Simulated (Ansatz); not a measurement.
Run report: GeSi$_{16}$, nudged elastic band (part 2 of 2)

Continued. System: GeSi$_{16}$ (defect cell, 17 atoms in the cell). Method: DFT PBEsol, scalar-relativistic, plane waves, PAW, PAW set soft_1, no spin polarisation (Ansatz 0.2.0); cutoff 420 eV, 2×2×2 k-mesh, Gaussian smearing of 0.02 eV. It belongs to a series of runs on one base structure; here: band between the two ends.

Geometry of the input (Å; fractional positions):
```
0.0000  5.4300  5.4300
5.4300  0.0000  5.4300
5.4300  5.4300  0.0000
Si -0.0114  0.0021  0.0032
Si 0.1217  0.1280  0.1288
Si 0.0004  -0.0018  0.5014
Si 0.1197  0.1306  0.6207
Si 0.0002  0.5006  -0.0007
Si 0.1195  0.6200  0.1315
Si 0.0002  0.5016  0.5023
Si 0.1241  0.6256  0.6267
Si 0.5064  0.0025  0.0025
Si 0.6251  0.1249  0.1249
Si 0.5023  0.0077  0.4885
Si 0.6296  0.1308  0.6204
Si 0.5016  0.4885  0.0081
Si 0.6292  0.6202  0.1312
Si 0.4965  0.5016  0.5022
Si 0.6277  0.6223  0.6228
Ge 0.3752  0.8748  0.8746
```

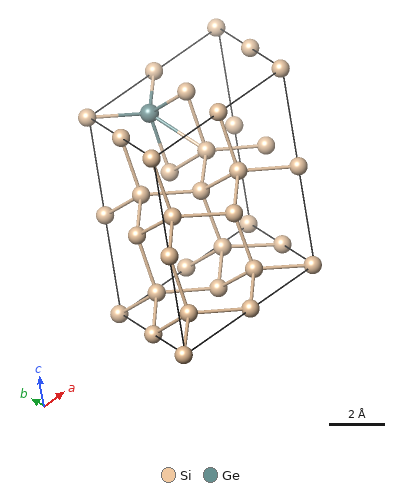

Fig. 1: The input geometry (ball-and-stick view of the cell of the calculation, seen slightly off an axis). An atom can appear more than once, as a periodic image.

```
NEB image 1
preconditioner: auto → Resta (q_TF=auto, 2.156 Å⁻¹)  ε∞=5.6  [insulator: Δε(μ)=0.048 eV  Ē_g=7.976 eV  σ=0.020 eV  W_gap=0.91  n_scr=58 (ndim 8)  ℏωp=17.1 eV  f_vac=0.000  D(μ)=3.40/eV (n_scr^D=14)  ε∞_Penn≈5.6]
NEB image 2
preconditioner: auto → Resta (q_TF=auto, 2.156 Å⁻¹)  ε∞=5.6  [insulator: Δε(μ)=0.020 eV  Ē_g=7.958 eV  σ=0.020 eV  W_gap=0.51  n_scr=58 (ndim 8)  ℏωp=17.1 eV  f_vac=0.000  D(μ)=15.14/eV (n_scr^D=136)  ε∞_Penn≈5.6]
NEB image 3
preconditioner: auto → Resta (q_TF=auto, 2.156 Å⁻¹)  ε∞=5.6  [insulator: Δε(μ)=0.055 eV  Ē_g=7.945 eV  σ=0.020 eV  W_gap=0.73  n_scr=58 (ndim 8)  ℏωp=17.1 eV  f_vac=0.000  D(μ)=24.68/eV (n_scr^D=282)  ε∞_Penn≈5.6]
NEB image 4
preconditioner: auto → Resta (q_TF=auto, 2.156 Å⁻¹)  ε∞=5.7  [insulator: Δε(μ)=0.081 eV  Ē_g=7.930 eV  σ=0.020 eV  W_gap=1.00  n_scr=58 (ndim 8)  ℏωp=17.1 eV  f_vac=0.000  D(μ)=0.55/eV (n_scr^D=0)  ε∞_Penn≈5.7]
NEB image 5
preconditioner: auto → Resta (q_TF=auto, 2.156 Å⁻¹)  ε∞=5.6  [insulator: Δε(μ)=0.099 eV  Ē_g=7.941 eV  σ=0.020 eV  W_gap=1.00  n_scr=58 (ndim 8)  ℏωp=17.1 eV  f_vac=0.000  D(μ)=0.04/eV (n_scr^D=0)  ε∞_Penn≈5.6]
NEB image 6
preconditioner: auto → Resta (q_TF=auto, 2.156 Å⁻¹)  ε∞=5.6  [insulator: Δε(μ)=0.166 eV  Ē_g=7.945 eV  σ=0.020 eV  W_gap=0.66  n_scr=58 (ndim 8)  ℏωp=17.1 eV  f_vac=0.000  D(μ)=19.27/eV (n_scr^D=180)  ε∞_Penn≈5.6]
NEB image 7
preconditioner: auto → Resta (q_TF=auto, 2.156 Å⁻¹)  ε∞=5.6  [insulator: Δε(μ)=0.032 eV
[...]
  atom   5  Si    -0.00324345    -0.00136300     0.00960248
  atom   6  Si     0.00096760    -0.00803568    -0.01803841
  atom   7  Si     0.00026269     0.00668612     0.00303589
  atom   8  Si     0.00038152     0.00212986    -0.00007737
  atom   9  Si     0.00121094    -0.00939021    -0.00777383
  atom  10  Si     0.00629233     0.00392878     0.00383489
  atom  11  Si     0.01533393    -0.01482345     0.00411139
  atom  12  Si    -0.02256269    -0.00191932     0.01009827
  atom  13  Si     0.01264531     0.00539502    -0.01489225
  atom  14  Si    -0.02054314     0.00930173    -0.00101824
  atom  15  Si     0.01223460    -0.01941797    -0.01811299
  atom  16  Si     0.00389888     0.01830797     0.02112505
  atom  17  Ge    -0.02069309    -0.00740747    -0.00027454
  max |Σ_I F_I| component: 1.22e-5 eV/Å
--- Band table (eV; the first three rows and the last of 8) ---
  k-point 0: bands = ["-17.4734", "-17.4720", "-17.3541", "-17.3529", "-17.3479", "-5.8141", "-3.4233", "-3.0103", "-3.0017", "-2.8538", "-2.2485", "-1.2648", "-1.1349", "-1.1291", "-1.0020", "-0.9926", "-0.8125", "-0.2173", "-0.0838", "-0.0729", "3.0776", "3.3287", "3.3395", "4.0758", "4.0768", "4.2177", "4.5665", "5.0993", "5.1063", "5.4016", "5.5813", "5.5935", "5.7019", "5.7095", "5.9638", "6.2196", "6.7811", "6.7983", "6.8067", "7.2066", "7.2393", "7.5530", "7.5600", "8.0799", "8.1075", "8.2472", "8.2491", "8.4812", "8.4871", "9.0933", "9.3973", "9.7005", "9.8021", "9.8064", "9.8961", "9.8995"]
  k-point 1: bands = ["-17.4734", "-17.4720", "-17.3541", "-17.3529", "-17.3479", "-5.4071", "-4.4499", "-3.1118", "-2.8093", "-2.6202", "-2.4620", "-2.4333", "-2.3048", "-0.3971", "-0.1137", "0.2566", "0.4380", "0.5292", "0.5958", "1.4623", "2.5439", "2.6018", "2.8244", "2.9959", "3.2536", "3.3589", "3.3680", "4.2835", "4.3070", "4.4702", "4.5937", "4.6768", "4.8581", "5.6565", "5.9332", "5.9523", "6.0102", "6.4958", "7.0090", "7.5319", "8.0336", "8.1666", "8.3615", "8.6033", "8.6650", "9.7483", "9.7589", "9.9925", "10.1484", "10.2813", "10.6158", "10.8157", "10.8653", "10.9155", "11.3232", "11.4693"]
  k-point 2: bands = ["-17.4734", "-17.4720", "-17.3541", "-17.3529", "-17.3479", "-5.4069", "-4.4503", "-3.1123", "-2.8079", "-2.6202", "-2.4622", "-2.4334", "-2.3045", "-0.3976", "-0.1137", "0.2571", "0.4376", "0.5286", "0.5954", "1.4616", "2.5439", "2.6023", "2.8253", "2.9964", "3.2538", "3.3597", "3.3681", "4.2837", "4.3070", "4.4701", "4.5935", "4.6757", "4.8588", "5.6557", "5.9330", "5.9525", "6.0099", "6.4969", "7.0090", "7.5307", "8.0350", "8.1669", "8.3602", "8.6031", "8.6645", "9.7498", "9.7588", "9.9925", "10.1467", "10.2803", "10.6144", "10.8169", "10.8647", "10.9151", "11.3231", "11.4693"]
  k-point 7: bands = ["-17.4734", "-17.4720", "-17.3541", "-17.3529", "-17.3479", "-5.4091", "-4.4441", "-3.1142", "-2.8129", "-2.6132", "-2.4690", "-2.4299", "-2.3082", "-0.4070", "-0.1128", "0.2630", "0.4542", "0.5169", "0.5949", "1.4701", "2.5500", "2.6140", "2.8238", "2.9811", "3.2619", "3.3511", "3.3586", "4.2723", "4.3131", "4.4742", "4.5989", "4.6792", "4.8651", "5.6305", "5.9252", "5.9425", "6.0254", "6.5074", "6.9896", "7.5352", "8.0344", "8.1827", "8.3613", "8.6005", "8.6628", "9.7543", "9.7647", "10.0068", "10.1327", "10.2771", "10.5970", "10.8169", "10.8893", "10.9274", "11.3151", "11.4760"]
this run last wrote the band of iteration 34 to [file]; this run last wrote the band within `neb.f_tol` of iteration 14 to [file]
--- NEB band (9 images, 34 band iterations, 2145 SCF iterations) ---
  forward barrier  = 0.327066 eV
  backward barrier = 0.327282 eV
  lagrangian_above_aufbau_ev (what the smearing adds, to first order; not taken off the barriers): saddle image -0.002906 eV, end points -0.000044 and -0.000044 eV
  climbing image's point = of a kind that is not told: the force calls were inconclusive, a negative curvature could not be distinguished from the path's own, the only one lies far off the path, or fixed occupations may fill a level only in part (lowest curvatures found: -1.34 and 0.31 eV/Å²)
  energies are F+E_penalty+E_count in eV, relative to image 0
  image     s (Å)  Δ vs image 0  max|band force component| (eV/Å)
      0    0.0000      0.000000                                 —
      1    0.3753      0.049094                          2.021e-3
      2    0.7499      0.199594                          3.922e-3
      3    1.1241      0.301883                          1.405e-2
  *   4    1.4982      0.327066                          2.674e-2
      5    2.0308      0.321297                          5.364e-3
      6    2.5640      0.304467                          7.033e-3
      7    3.0983      0.101633                          4.826e-3
      8    3.6321     -0.000216                                 —
  climbing-image geometry (image 4):
  cell:  # Å, volume = 320.2060 Å³
    - [0.0, 5.43, 5.43]
    - [5.43, 0.0, 5.43]
    - [5.43, 5.43, 0.0]
  atoms:
    - { symbol: Si, position: [0.0811860670145737, -0.026447362795844465, -0.02696526180196034] }
    - { symbol: Si, position: [0.13761915548861278, 0.12921293362114997, 0.12902970058002677] }
    - { symbol: Si, position: [-0.013901622281277741, 0.01446852968294436, 0.4997384836029061] }
    - { symbol: Si, position: [0.13535352008887824, 0.1301629372007561, 0.6055074475563977] }
    - { symbol: Si, position: [-0.013725359063635423, 0.49995943459668907, 0.014243238495160682] }
    - { symbol: Si, position: [0.1355030613127293, 0.6059835957555213, 0.1297214123070547] }
    - { symbol: Si, position: [-0.015650212443904327, 0.5007672735946299, 0.5002970389584839] }
    - { symbol: Si, position: [0.0682278967636542, 0.6440135200608046, 0.6437948321888874] }
    - { symbol: Si, position: [0.5109687585302468, 0.014679515216543537, 0.014814677718985925] }
    - { symbol: Si, position: [0.7008471188841743, 0.10013874252332083, 0.1003476567924994] }
    - { symbol: Si, position: [0.5084887852407087, 0.017734972241947894, 0.4601113739367945] }
    - { symbol: Si, position: [0.6146207317858472, 0.1522825018828322, 0.6166441013473926] }
    - { symbol: Si, position: [0.5085266082985448, 0.4598739651392617, 0.01782232604136369] }
    - { symbol: Si, position: [0.6148036654231044, 0.616362091596937, 0.1523527269596615] }
    - { symbol: Si, position: [0.44436530553686193, 0.5189016708252796, 0.5189545480610555] }
    - { symbol: Si, position: [0.6127645412153223, 0.6182774279759754, 0.6184309325662889] }
    - { symbol: Ge, position: [0.5251059432055601, 0.8251107008812507, 0.8254137396889999] }
```

**The last band as extended XYZ (Å, eV, eV/Å)**
```
17
Lattice="0.0000 5.4300 5.4300 5.4300 0.0000 5.4300 5.4300 5.4300 0.0000" Properties=species:S:1:pos:R:3:forces:R:3 image=0 energy=-14193.31052
Si    0.0285   -0.0447   -0.0504   -0.0083   0.0030   0.0022
Si    1.3947    1.3604    1.3558    0.0166   0.0001   0.0029
Si    2.7126    2.7248   -0.0078   -0.0052  -0.0141   0.0166
Si    4.0795    4.0202    1.3590   -0.0018   0.0062   0.0025
Si    2.7141   -0.0028    2.7193   -0.0069   0.0121  -0.0154
Si    4.0802    1.3626    4.0153    0.0008  -0.0024   0.0062
Si    5.4509    2.7283    2.7245   -0.0026  -0.0175  -0.0203
Si    6.8001    4.0768    4.0710    0.0017  -0.0001  -0.0004
Si    0.0273    2.7632    2.7632   -0.0091  -0.0041  -0.0079
Si    1.3563    4.0724    4.0727    0.0056   0.0015  -0.0021
Si    2.6945    5.3800    2.7695    0.0054   0.0019  -0.0053
Si    4.0789    6.7876    4.1286   -0.0010  -0.0007  -0.0090
Si    2.6966    2.7677    5.3763    0.0039  -0.0005  -0.0001
Si    4.0798    4.1286    6.7840    0.0016  -0.0047   0.0044
Si    5.4502    5.4228    5.4195   -0.0016   0.0164   0.0191
Si    6.7607    6.7901    6.7871   -0.0149  -0.0033   0.0039
Ge    9.4993    6.7866    6.7874    0.0158   0.0062   0.0028
17
Lattice="0.0000 5.4300 5.4300 5.4300 0.0000 5.4300 5.4300 5.4300 0.0000" Properties=species:S:1:pos:R:3:forces:R:3 image=1 energy=-14193.26142
Si   -0.0611    0.0541    0.0505    0.0620  -0.0716  -0.0734
Si    1.3971    1.3841    1.3822   -0.0202  -0.0078  -0.0066
Si    2.7459    2.6932   -0.0016   -0.0244   0.0238   0.0129
Si    4.0493    4.0320    1.3881    0.0067   0.0135  -0.0047
Si    2.7456    0.0004    2.6914   -0.0236   0.0126   0.0237
Si    4.0490    1.3905    4.0287    0.0055  -0.0046   0.0140
Si    5.4380    2.6971    2.6949   -0.0115   0.0262   0.0269
Si    6.8626    4.0079    4.0060   -0.0334   0.0369   0.0366
Si    0.0654    2.7924    2.7927   -0.0504  -0.0126  -0.0130
Si    1.2603    4.1707    4.1681    0.0540  -0.0583  -0.0576
Si    2.6562    5.3586    2.8014    0.0204   0.0381  -0.0056
Si    4.1142    6.7546    4.1378   -0.0258   0.0281   0.0063
Si    2.6555    2.8021    5.3550    0.0205  -0.0058   0.0377
Si    4.1144    4.1390    6.7528   -0.0267   0.0050   0.0282
Si    5.5124    5.3539    5.3514   -0.0339   0.0319   0.0330
Si    6.7355    6.7566    6.7547   -0.0001   0.0284   0.0276
Ge    9.3916    6.8983    6.8957    0.0807  -0.0837  -0.0859
17
Lattice="0.0000 5.4300 5.4300 5.4300 0.0000 5.4300 5.4300 5.4300 0.0000" Properties=species:S:1:pos:R:3:forces:R:3 image=2 energy=-14193.11092
Si   -0.1595    0.1659    0.1647    0.1182  -0.1186  -0.1192
Si    1.4160    1.4051    1.4037   -0.0493  -0.0027  -0.0019
Si    2.7700    2.6674   -0.0098   -0.0191   0.0173   0.0455
Si    4.0297    4.0223    1.4048    0.0049   0.0489  -0.0037
Si    2.7701   -0.0084    2.6658   -0.0187   0.0456   0.0172
Si    4.0301    1.4061    4.0207    0.0046  -0.0041   0.0498
Si    5.4439    2.6676    2.6660   -0.0458   0.0170   0.0176
Si    6.8999    3.9666    3.9652   -0.0341   0.0356   0.0351
Si    0.1262    2.8201    2.8188   -0.1631  -0.0194  -0.0197
Si    1.1737    4.2631    4.2623    0.0774  -0.0752  -0.0750
Si    2.6152    5.3131    2.8188    0.0177   0.1604  -0.0173
Si    4.1423    6.7242    4.1389   -0.0157   0.0193   0.0601
Si    2.6158    2.8200    5.3121    0.0178  -0.0172   0.1597
Si    4.1425    4.1399    6.7230   -0.0163   0.0606   0.0198
Si    5.5499    5.3175    5.3162   -0.0410   0.0404   0.0404
Si    6.7264    6.7250    6.7237   -0.0615   0.0180   0.0180
Ge    9.2675    7.0309    7.0301    0.2237  -0.2258  -0.2264
17
Lattice="0.0000 5.4300 5.4300 5.4300 0.0000 5.4300 5.4300 5.4300 0.0000" Properties=species:S:1:pos:R:3:forces:R:3 image=3 energy=-14193.00863
Si   -0.2463    0.2524    0.2518   -0.0049   0.0042   0.0053
Si    1.4368    1.4168    1.4161   -0.0051  -0.0016  -0.0019
Si    2.7729    2.6635   -0.0292    0.0076  -0.0068   0.0033
Si    4.0178    4.0008    1.4166    0.0036   0.0040  -0.0011
Si    2.7731   -0.0286    2.6627    0.0074   0.0033  -0.0066
Si    4.0181    1.4172    4.0000    0.0034  -0.0006   0.0050
Si    5.4634    2.6639    2.6630   -0.0032  -0.0083  -0.0081
Si    6.9116    3.9547    3.9539    0.0093  -0.0121  -0.0117
Si    0.2216    2.8421    2.8413   -0.0113  -0.0014  -0.0001
Si    1.1137    4.3225    4.3228   -0.0025   0.0044   0.0035
Si    2.5918    5.2177    2.8402    0.0031   0.0051   0.0022
Si    4.1440    6.7209    4.1094    0.0069  -0.0054  -0.0035
Si    2.5926    2.8406    5.2176    0.0026   0.0016   0.0040
Si    4.1441    4.1094    6.7205    0.0063  -0.0024  -0.0053
Si    5.5640    5.3028    5.3025   -0.0070   0.0065   0.0059
Si    6.7568    6.7223    6.7216    0.0023  -0.0033  -0.0031
Ge    9.1110    7.1885    7.1889   -0.0186   0.0129   0.0120
17
Lattice="0.0000 5.4300 5.4300 5.4300 0.0000 5.4300 5.4300 5.4300 0.0000" Properties=species:S:1:pos:R:3:forces:R:3 image=4 energy=-14192.98345
Si   -0.2900    0.2944    0.2972   -0.0098   0.0273   0.0217
Si    1.4023    1.4479    1.4489    0.0274  -0.0104  -0.0082
Si    2.7921    2.6381    0.0031   -0.0026   0.0119  -0.0012
Si    3.9947    4.0229    1.4418   -0.0012  -0.0121  -0.0039
Si    2.7921    0.0028    2.6403   -0.0032  -0.0014   0.0096
Si    3.9949    1.4402    4.0263    0.0010  -0.0080  -0.0180
Si    5.4358    2.6316    2.6342    0.0003   0.0067   0.0030
Si    6.9928    3.8663    3.8675    0.0004   0.0021  -0.0001
Si    0.1602    2.8550    2.8543    0.0012  -0.0094  -0.0078
Si    1.0886    4.3505    4.3494    0.0063   0.0039   0.0038
Si    2.5947    5.2595    2.8574    0.0153  -0.0148   0.0041
Si    4.1753    6.6858    4.1643   -0.0226  -0.0019   0.0101
Si    2.5939    2.8581    5.2584    0.0126   0.0054  -0.0149
Si    4.1741    4.1657    6.6852   -0.0205   0.0093  -0.0010
Si    5.6356    5.2308    5.2305    0.0122  -0.0194  -0.0181
Si    6.7153    6.6854    6.6846    0.0039   0.0183   0.0211
Ge    8.9623    7.3333    7.3317   -0.0207  -0.0074  -0.0003
17
Lattice="0.0000 5.4300 5.4300 5.4300 0.0000 5.4300 5.4300 5.4300 0.0000" Properties=species:S:1:pos:R:3:forces:R:3 image=5 energy=-14192.98922
Si   -0.2323    0.2381    0.2384   -0.0088   0.0047   0.0077
Si    1.3576    1.4518    1.4527    0.0034   0.0042   0.0035
Si    2.7994    2.6369    0.0570   -0.0011   0.0000  -0.0054
Si    3.9815    4.0806    1.4535   -0.0023  -0.0061   0.0027
Si    2.7993    0.0559    2.6376   -0.0010  -0.0063  -0.0003
Si    3.9814    1.4526    4.0807   -0.0025   0.0036  -0.0047
Si    5.3763    2.6379    2.6385    0.0089  -0.0021  -0.0024
Si    7.0949    3.7696    3.7706   -0.0100   0.0135   0.0146
Si    0.0906    2.8337    2.8356    0.0049   0.0058   0.0047
Si    1.1324    4.3007    4.3024   -0.0028   0.0028   0.0034
Si    2.5984    5.3457    2.8368   -0.0029  -0.0078   0.0035
Si    4.2020    6.6630    4.2448   -0.0065   0.0057  -0.0117
Si    2.5987    2.8351    5.3472   -0.0032   0.0047  -0.0062
Si    4.2023    4.2430    6.6647   -0.0076  -0.0131   0.0052
Si    5.7096    5.1563    5.1578   -0.0118   0.0132   0.0129
Si    6.6192    6.6644    6.6660    0.0166   0.0055   0.0040
Ge    8.7308    7.5638    7.5656    0.0266  -0.0282  -0.0317
17
Lattice="0.0000 5.4300 5.4300 5.4300 0.0000 5.4300 5.4300 5.4300 0.0000" Properties=species:S:1:pos:R:3:forces:R:3 image=6 energy=-14193.00605
Si   -0.1068    0.1110    0.1133   -0.0178   0.0183   0.0177
Si    1.3208    1.4136    1.4159    0.0026   0.0009   0.0003
Si    2.7655    2.6687    0.0861    0.0012  -0.0011   0.0014
Si    4.0210    4.1130    1.4158   -0.0013  -0.0019  -0.0002
Si    2.7656    0.0839    2.6709    0.0008   0.0021  -0.0007
Si    4.0210    1.4135    4.1153   -0.0011   0.0004  -0.0016
Si    5.3509    2.6683    2.6706   -0.0041   0.0004   0.0004
Si    7.0246    3.8397    3.8419    0.0080  -0.0095  -0.0092
Si    0.0249    2.7833    2.7851    0.0137   0.0030   0.0036
Si    1.2411    4.1931    4.1949   -0.0184   0.0183   0.0189
Si    2.6512    5.4086    2.7851   -0.0038  -0.0127   0.0045
Si    4.1909    6.6739    4.2988   -0.0032   0.0018   0.0008
Si    2.6512    2.7831    5.4105   -0.0040   0.0042  -0.0130
Si    4.1908    4.2969    6.6757   -0.0026   0.0003   0.0013
Si    5.6671    5.1961    5.1981    0.0046  -0.0040  -0.0043
Si    6.5669    6.6729    6.6749    0.0010   0.0014   0.0015
Ge    8.5229    7.7701    7.7719    0.0244  -0.0219  -0.0213
17
Lattice="0.0000 5.4300 5.4300 5.4300 0.0000 5.4300 5.4300 5.4300 0.0000" Properties=species:S:1:pos:R:3:forces:R:3 image=7 energy=-14193.20888
Si   -0.0796    0.0807    0.0836    0.0284  -0.0298  -0.0297
Si    1.3508    1.3891    1.3921    0.0331  -0.0273  -0.0277
Si    2.7514    2.6808    0.0542   -0.0049   0.0037  -0.0346
Si    4.0390    4.0826    1.3950    0.0230  -0.0335  -0.0263
Si    2.7513    0.0511    2.6838   -0.0054  -0.0341   0.0037
Si    4.0389    1.3921    4.0855    0.0233  -0.0263  -0.0334
Si    5.3864    2.6873    2.6903    0.0356   0.0109   0.0103
Si    6.8968    3.9764    3.9794   -0.0894   0.0973   0.0979
Si    0.0601    2.7613    2.7641    0.0377  -0.0264  -0.0261
Si    1.2699    4.1656    4.1685    0.0288  -0.0280  -0.0282
Si    2.6695    5.3705    2.7648    0.0243  -0.0407  -0.0244
Si    4.1524    6.6954    4.1764   -0.0223   0.0110  -0.1003
Si    2.6694    2.7620    5.3733    0.0240  -0.0244  -0.0409
Si    4.1523    4.1735    6.6980   -0.0221  -0.1005   0.0109
Si    5.5740    5.2953    5.2983   -0.0646   0.0686   0.0681
Si    6.6974    6.7043    6.7069    0.1057   0.0170   0.0172
Ge    8.3172    7.9828    7.9856   -0.1552   0.1627   0.1636
17
Lattice="0.0000 5.4300 5.4300 5.4300 0.0000 5.4300 5.4300 5.4300 0.0000" Properties=species:S:1:pos:R:3:forces:R:3 image=8 energy=-14193.31073
Si    0.0048   -0.0019    0.0017   -0.0006   0.0003  -0.0003
Si    1.3512    1.3484    1.3522   -0.0016  -0.0001   0.0006
Si    2.7198    2.7131    0.0575   -0.0003   0.0002   0.0004
Si    4.0885    4.0777    1.3522    0.0024   0.0002   0.0000
Si    2.7198    0.0531    2.7168    0.0001   0.0003  -0.0001
Si    4.0885    1.3484    4.0813    0.0027  -0.0006   0.0003
Si    5.4027    2.7130    2.7167    0.0022   0.0000   0.0000
Si    6.7694    4.1210    4.1255   -0.0030  -0.0023  -0.0029
Si    0.0370    2.7130    2.7168   -0.0012   0.0003  -0.0003
Si    1.3511    4.0777    4.0813   -0.0016  -0.0004  -0.0002
Si    2.7198    5.3730    2.7167   -0.0003  -0.0004  -0.0003
Si    4.1001    6.7358    4.1247    0.0019   0.0003  -0.0008
Si    2.7198    2.7130    5.3761    0.0001   0.0001  -0.0003
Si    4.1003    4.1202    6.7388    0.0009  -0.0007   0.0013
Si    5.4340    5.4281    5.4317   -0.0004  -0.0001   0.0001
Si    6.7694    6.7350    6.7380   -0.0030   0.0025   0.0029
Ge    8.1486    8.1431    8.1467    0.0017   0.0003  -0.0004
```

**Key numbers**

```csv
quantity,value
outcome,converged
"barrier, forward",0.338 eV
"barrier, backward",0.338 eV
electrons treated,78
wall time,31 min
peak memory,1 GiB
```

**Notes**

The program warns: the PAW datasets were made with another functional. The k-point mesh is coarse for a cell of this size, so the results may not be converged.
